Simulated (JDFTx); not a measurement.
## Geometry relaxation, with input and output: C (part 2 of 2)

The same run, continued: C (P6₃/mmc, 4 atoms in the cell); Kohn-Sham DFT of a periodic cell, PBE with D3, PseudoDojo-SR-PBE-0.5-standard, no spin polarisation (JDFTx 1.7.0 (patched build)); cutoff 1115.67 eV, 12×12×7 k-mesh, fermi-dirac of 0.05 eV. The structure derives from an entry of the Crystallography Open Database.

Geometry of the input (Å; fractional positions):
```
2.5221  0.0000  0.0000
-1.2611  2.1842  0.0000
0.0000  0.0000  4.1186
C  0.6667  0.3333  0.9375
C  0.3333  0.6667  0.4375
C  0.6667  0.3333  0.5625
C  0.3333  0.6667  0.0625
```

What the program printed, continued
```
# Energy components:
   Eewald =      -25.5404529825150561
       EH =        1.9640808540908352
     Eloc =       -7.6339434162395463
      Enl =       -1.1304166805663602
     EvdW =       -0.0159559335992190
      Exc =       -8.6813579963516609
 Exc_core =        1.1836717740958831
       KE =       16.9500007611871091
-------------------------------------
     Etot =      -22.9043736198980135
       TS =        0.0000000000000012
-------------------------------------
        F =      -22.9043736198980135

LatticeMinimize: Iter:   2  F: -22.904373619898013  |grad|_K:  1.006e-03  alpha:  1.000e+00  linmin: -8.918e-01

#--- Lowdin population analysis ---
# oxidation-state C +0.015 +0.015 +0.015 +0.015

Computing DFT-D3 correction:
# coordination-number C 4.498 4.498 4.498 4.498
# diagonal-C6 C 18.21 18.21 18.21 18.21
EvdW_6 =   -0.009767
EvdW_8 =   -0.006195

-------- Electronic minimization -----------
Will mix electronic density at each iteration.
	FillingsUpdate:  mu: +0.578105312  nElectrons: 16.000000
	FillingsUpdate:  mu: +0.578777078  nElectrons: 16.000000
SCF: Cycle:  0   F: -22.904374423166207   dF: -2.960e-06   |Residual|: 5.553e-04   |deigs|: 6.816e-05
	FillingsUpdate:  mu: +0.578753469  nElectrons: 16.000000
SCF: Cycle:  1   F: -22.904374656226157   dF: -2.331e-07   |Residual|: 2.811e-04   |deigs|: 5.330e-05
	FillingsUpdate:  mu: +0.578731975  nElectrons: 16.000000
SCF: Cycle:  2   F: -22.904374711212149   dF: -5.499e-08   |Residual|: 4.574e-05   |deigs|: 3.915e-05
	FillingsUpdate:  mu: +0.578731652  nElectrons: 16.000000
SCF: Cycle:  3   F: -22.904374721671346   dF: -1.046e-08   |Residual|: 2.625e-05   |deigs|: 3.340e-05
	FillingsUpdate:  mu: +0.578732761  nElectrons: 16.000000
SCF: Cycle:  4   F: -22.904374725235400   dF: -3.564e-09   |Residual|: 6.326e-06   |deigs|: 5.046e-05
	FillingsUpdate:  mu: +0.578732624  nElectrons: 16.000000
SCF: Cycle:  5   F: -22.904374726451209   dF: -1.216e-09   |Residual|: 2.514e-06   |deigs|: 5.865e-05
	FillingsUpdate:  mu: +0.578732683  nElectrons: 16.000000
SCF: Cycle:  6   F: -22.904374726877805   dF: -4.266e-10   |Residual|: 1.156e-06   |deigs|: 1.578e-04
	FillingsUpdate:  mu: +0.578732702  nElectrons: 16.000000
SCF: Cycle:  7   F: -22.904374727027381   dF: -1.496e-10   |Residual|: 2.765e-07   |deigs|: 1.132e-04
SCF: Converged (|Delta E|<1.000000e-09 for 2 iters).

Setting wave functions to eigenvectors of Hamiltonian

Computing DFT-D3 correction:
# coordination-number C 4.498 4.498 4.498 4.498
# diagonal-C6 C 18.21 18.21 18.21 18.21
EvdW_6 =   -0.009767
EvdW_8 =   -0.006195
# Lattice vectors:
R =
[      4.73562     -2.36781            0  ]
[            0      4.10117            0  ]
[            0            0      7.88011  ]
unit cell volume = 153.044

# Strain tensor in Cartesian coordinates:
[   -0.0063907            0            0  ]
[            0   -0.0063907            0  ]
[            0            0    0.0124743  ]

# Stress tensor in Cartesian coordinates [Eh/a0^3]:
[ -1.05467e-06            0            0  ]
[            0 -1.05467e-06            0  ]
[            0            0  7.18926e-07  ]

# Ionic positions in lattice coordinates:
ion C   0.666666666666667   0.333333333333333   0.937354452227462 1
ion C   0.333333333333333   0.666666666666667   0.437354452227462 1
ion C   0.666666666666667   0.333333333333333   0.562645547772538 1
ion C   0.333333333333333   0.666666666666667   0.062645547772538 1

# Forces in Cartesian coordinates:
force C   0.000000000000000   0.000000000000000  -0.000511857054756 1
force C  -0.000000000000000  -0.000000000000000  -0.000511857054756 1
force C   0.000000000000000   0.000000000000000   0.000511857054756 1
force C  -0.000000000000000  -0.000000000000000   0.000511857054756 1

# Energy components:
   Eewald =      -25.5433314741521187
       EH =        1.9638253132775605
     Eloc =       -7.6322415739871703
      Enl =       -1.1308737098897308
     EvdW =       -0.0159620989378715
      Exc =       -8.6820389215150886
 Exc_core =        1.1836717803263124
       KE =       16.9525759578507191
-------------------------------------
     Etot =      -22.9043747270273812
       TS =        0.0000000000000012
-------------------------------------
        F =      -22.9043747270273812

LatticeMinimize: Iter:   3  F: -22.904374727027381  |grad|_K:  1.025e-03  alpha:  1.000e+00  linmin:  9.913e-01

#--- Lowdin population analysis ---
# oxidation-state C +0.015 +0.015 +0.015 +0.015

Computing DFT-D3 correction:
# coordination-number C 4.498 4.498 4.498 4.498
# diagonal-C6 C 18.21 18.21 18.21 18.21
EvdW_6 =   -0.009768
EvdW_8 =   -0.006194

-------- Electronic minimization -----------
Will mix electronic density at each iteration.
	FillingsUpdate:  mu: +0.578732702  nElectrons: 16.000000
	FillingsUpdate:  mu: +0.578427269  nElectrons: 16.000000
SCF: Cycle:  0   F: -22.904375333119926   dF: -5.032e-07   |Residual|: 1.888e-04   |deigs|: 7.928e-05
	FillingsUpdate:  mu: +0.578433956  nElectrons: 16.000000
SCF: Cycle:  1   F: -22.904375396011748   dF: -6.289e-08   |Residual|: 9.854e-05   |deigs|: 5.637e-05
	FillingsUpdate:  mu: +0.578440149  nElectrons: 16.000000
SCF: Cycle:  2   F: -22.904375405638604   dF: -9.627e-09   |Residual|: 1.673e-05   |deigs|: 4.598e-05
	FillingsUpdate:  mu: +0.578439619  nElectrons: 16.000000
SCF: Cycle:  3   F: -22.904375407307068   dF: -1.668e-09   |Residual|: 8.972e-06   |deigs|: 4.352e-05
	FillingsUpdate:  mu: +0.578439194  nElectrons: 16.000000
SCF: Cycle:  4   F: -22.904375407734602   dF: -4.275e-10   |Residual|: 1.400e-06   |deigs|: 4.691e-05
	FillingsUpdate:  mu: +0.578439228  nElectrons: 16.000000
SCF: Cycle:  5   F: -22.904375407872102   dF: -1.375e-10   |Residual|: 5.705e-07   |deigs|: 4.540e-05
SCF: Converged (|Delta E|<1.000000e-09 for 2 iters).

Setting wave functions to eigenvectors of Hamiltonian

Computing DFT-D3 correction:
# coordination-number C 4.498 4.498 4.498 4.498
# diagonal-C6 C 18.21 18.21 18.21 18.21
EvdW_6 =   -0.009768
EvdW_8 =   -0.006194
# Lattice vectors:
R =
[      4.73547     -2.36773            0  ]
[            0      4.10103            0  ]
[            0            0      7.88034  ]
unit cell volume = 153.039

# Strain tensor in Cartesian coordinates:
[  -0.00642308            0            0  ]
[            0  -0.00642308            0  ]
[            0            0    0.0125035  ]

# Stress tensor in Cartesian coordinates [Eh/a0^3]:
[ -1.91924e-06            0            0  ]
[            0 -1.91924e-06            0  ]
[            0            0  2.01422e-06  ]

# Ionic positions in lattice coordinates:
ion C   0.666666666666667   0.333333333333333   0.937274346968896 1
ion C   0.333333333333333   0.666666666666667   0.437274346968896 1
ion C   0.666666666666667   0.333333333333333   0.562725653031104 1
ion C   0.333333333333333   0.666666666666667   0.062725653031104 1

# Forces in Cartesian coordinates:
force C   0.000000000000000   0.000000000000000  -0.000042443486380 1
force C  -0.000000000000000  -0.000000000000000  -0.000042443486380 1
force C   0.000000000000000   0.000000000000000   0.000042443486380 1
force C  -0.000000000000000  -0.000000000000000   0.000042443486380 1

# Energy components:
   Eewald =      -25.5438917400921603
       EH =        1.9636173660281113
     Eloc =       -7.6315332726184266
      Enl =       -1.1309115389421873
     EvdW =       -0.0159621721875508
      Exc =       -8.6820681660165988
 Exc_core =        1.1836717785558653
       KE =       16.9527023374008508
-------------------------------------
     Etot =      -22.9043754078721022
       TS =        0.0000000000000012
-------------------------------------
        F =      -22.9043754078721022

LatticeMinimize: Iter:   4  F: -22.904375407872102  |grad|_K:  1.287e-04  alpha:  1.000e+00  linmin: -1.195e-01

#--- Lowdin population analysis ---
# oxidation-state C +0.015 +0.015 +0.015 +0.015

Computing DFT-D3 correction:
# coordination-number C 4.498 4.498 4.498 4.498
# diagonal-C6 C 18.21 18.21 18.21 18.21
EvdW_6 =   -0.009768
EvdW_8 =   -0.006194

-------- Electronic minimization -----------
Will mix electronic density at each iteration.
	FillingsUpdate:  mu: +0.578439228  nElectrons: 16.000000
	FillingsUpdate:  mu: +0.578405452  nElectrons: 16.000000
SCF: Cycle:  0   F: -22.904375420099008   dF: -4.273e-09   |Residual|: 1.198e-05   |deigs|: 3.170e-05
	FillingsUpdate:  mu: +0.578405861  nElectrons: 16.000000
SCF: Cycle:  1   F: -22.904375423500259   dF: -3.401e-09   |Residual|: 2.160e-05   |deigs|: 6.803e-05
	FillingsUpdate:  mu: +0.578405169  nElectrons: 16.000000
SCF: Cycle:  2   F: -22.904375423673745   dF: -1.735e-10   |Residual|: 3.051e-05   |deigs|: 3.707e-05
	FillingsUpdate:  mu: +0.578407151  nElectrons: 16.000000
SCF: Cycle:  3   F: -22.904375423954079   dF: -2.803e-10   |Residual|: 6.548e-06   |deigs|: 3.393e-05
SCF: Converged (|Delta E|<1.000000e-09 for 2 iters).

Setting wave functions to eigenvectors of Hamiltonian

Computing DFT-D3 correction:
# coordination-number C 4.498 4.498 4.498 4.498
# diagonal-C6 C 18.21 18.21 18.21 18.21
EvdW_6 =   -0.009768
EvdW_8 =   -0.006194
# Lattice vectors:
R =
[      4.73553     -2.36776            0  ]
[            0      4.10109            0  ]
[            0            0      7.88022  ]
unit cell volume = 153.04

# Strain tensor in Cartesian coordinates:
[  -0.00641004            0            0  ]
[            0  -0.00641004            0  ]
[            0            0    0.0124881  ]

# Stress tensor in Cartesian coordinates [Eh/a0^3]:
[ -1.31198e-06            0            0  ]
[            0 -1.31198e-06            0  ]
[            0            0  1.41702e-06  ]

# Ionic positions in lattice coordinates:
ion C   0.666666666666667   0.333333333333333   0.937267236721348 1
ion C   0.333333333333333   0.666666666666667   0.437267236721348 1
ion C   0.666666666666667   0.333333333333333   0.562732763278652 1
ion C   0.333333333333333   0.666666666666667   0.062732763278652 1

# Forces in Cartesian coordinates:
force C   0.000000000000000   0.000000000000000  -0.000006581447547 1
force C   0.000000000000000  -0.000000000000000  -0.000006581447547 1
force C  -0.000000000000000   0.000000000000000   0.000006581447547 1
force C  -0.000000000000000   0.000000000000000   0.000006581447547 1

# Energy components:
   Eewald =      -25.5438188628204585
       EH =        1.9636191619379817
     Eloc =       -7.6315658026461168
      Enl =       -1.1308964048955239
     EvdW =       -0.0159619741940988
      Exc =       -8.6820475393150129
 Exc_core =        1.1836717782709545
       KE =       16.9526242197081984
-------------------------------------
     Etot =      -22.9043754239540789
       TS =        0.0000000000000012
-------------------------------------
        F =      -22.9043754239540789

LatticeMinimize: Iter:   5  F: -22.904375423954079  |grad|_K:  6.807e-05  alpha:  1.000e+00  linmin: -2.451e-01
LatticeMinimize: Converged (|Delta F|<1.000000e-06 for 2 iters).

#--- Lowdin population analysis ---
# oxidation-state C +0.015 +0.015 +0.015 +0.015

Dumping 'run.eigStats' ...
	eMin: -0.299547 at state 0 ( [ +0.000000 +0.000000 +0.000000 ] spin 0 )
	HOMO: +0.501646 at state 0 ( [ +0.000000 +0.000000 +0.000000 ] spin 0 )
	mu  : +0.578407
	LUMO: +0.625873 at state 72 ( [ +0.333333 +0.333333 +0.000000 ] spin 0 )
	eMax: +1.051497 at state 72 ( [ +0.333333 +0.333333 +0.000000 ] spin 0 )
	HOMO-LUMO gap: +0.124227
	Optical gap  : +0.184213 at state 0 ( [ +0.000000 +0.000000 +0.000000 ] spin 0 )
Done!
```

Trajectory as extended XYZ (Å, eV, eV/Å), 6 frames, from step=0 to step=5
```
4
Lattice="2.5221 0.0000 0.0000 -1.2611 2.1842 0.0000 0.0000 0.0000 4.1186" Properties=species:S:1:pos:R:3:forces:R:3 step=0 energy=-623.23804
C     1.2611    0.7281    3.8612    0.0000   0.0000  -0.0331
C     0.0000    1.4561    1.8019    0.0000   0.0000  -0.0331
C     1.2611    0.7281    2.3167    0.0000   0.0000   0.0331
C     0.0000    1.4561    0.2574    0.0000   0.0000   0.0331
4
Lattice="2.5184 0.0000 0.0000 -1.2592 2.1810 0.0000 0.0000 0.0000 4.1310" Properties=species:S:1:pos:R:3:forces:R:3 step=1 energy=-623.24719
C     1.2592    0.7270    3.8724    0.0000   0.0000  -0.0196
C     0.0000    1.4540    1.8070    0.0000   0.0000  -0.0196
C     1.2592    0.7270    2.3240    0.0000   0.0000   0.0196
C     0.0000    1.4540    0.2585    0.0000   0.0000   0.0196
4
Lattice="2.5070 0.0000 0.0000 -1.2535 2.1711 0.0000 0.0000 0.0000 4.1681" Properties=species:S:1:pos:R:3:forces:R:3 step=2 energy=-623.25976
C     1.2535    0.7237    3.9065    0.0000   0.0000   0.0118
C     0.0000    1.4474    1.8224    0.0000   0.0000   0.0118
C     1.2535    0.7237    2.3457    0.0000   0.0000  -0.0118
C     0.0000    1.4474    0.2616    0.0000   0.0000  -0.0118
4
Lattice="2.5060 0.0000 0.0000 -1.2530 2.1702 0.0000 0.0000 0.0000 4.1700" Properties=species:S:1:pos:R:3:forces:R:3 step=3 energy=-623.25979
C     1.2530    0.7234    3.9087    0.0000   0.0000  -0.0263
C     0.0000    1.4468    1.8238    0.0000   0.0000  -0.0263
C     1.2530    0.7234    2.3462    0.0000   0.0000   0.0263
C     0.0000    1.4468    0.2612    0.0000   0.0000   0.0263
4
Lattice="2.5059 0.0000 0.0000 -1.2529 2.1702 0.0000 0.0000 0.0000 4.1701" Properties=species:S:1:pos:R:3:forces:R:3 step=4 energy=-623.25981
C     1.2530    0.7234    3.9085    0.0000   0.0000  -0.0022
C     0.0000    1.4468    1.8235    0.0000   0.0000  -0.0022
C     1.2530    0.7234    2.3466    0.0000   0.0000   0.0022
C     0.0000    1.4468    0.2616    0.0000   0.0000   0.0022
4
Lattice="2.5059 0.0000 0.0000 -1.2530 2.1702 0.0000 0.0000 0.0000 4.1700" Properties=species:S:1:pos:R:3:forces:R:3 step=5 energy=-623.25981
C     1.2530    0.7234    3.9084    0.0000   0.0000  -0.0003
C     0.0000    1.4468    1.8234    0.0000   0.0000  -0.0003
C     1.2530    0.7234    2.3466    0.0000   0.0000   0.0003
C     0.0000    1.4468    0.2616    0.0000   0.0000   0.0003
```

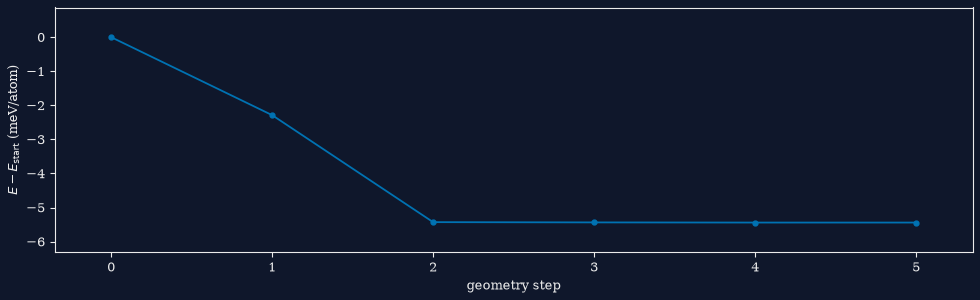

*Progress of the relaxation, step by step (steps are counted from 0).*

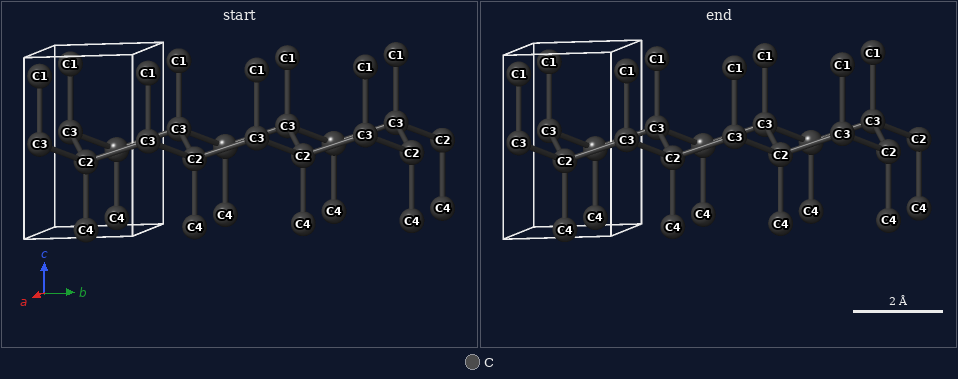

*Before (left) and after (right) the relaxation, at one scale (ball-and-stick view of the cell of the calculation, repeated 2 × 4 × 1, seen slightly off an axis).*

The energy falls by 5.4 meV per atom in 5 geometry steps. Largest force component: 0.033 eV/Å at the start, 0.00034 eV/Å at the end. No atom moves by more than 0.005 Å relative to the cell. The drawn cell changes at constant volume: a = b 2.522 → 2.506 Å (−0.6 %), c 4.119 → 4.170 Å (+1.2 %). Distances before and after: C1–C3 1.544 → 1.562 Å, C1–C4 1.544 → 1.538 Å. The space group stays P6_3/mmc (No. 194). (Atoms are counted from 1 in the order of the input.)

Results in brief

- outcome: converged
- space group (tolerance 0.01 Å): P6₃/mmc (194)
- electrons treated: 16
- free energy: −623.2598 eV
- gap on the k-point mesh: 3.38 eV
- pressure: 0.01 GPa
- final volume: 22.68 Å³
- largest force (length of the vector) at the end: under 0.001 eV/Å
- final cell: a = 2.506 Å, b = 2.506 Å, c = 4.170 Å, α = 90.00°, β = 90.00°, γ = 120.00°
- wall time: 4.1 min
- peak memory: 0.15 GiB
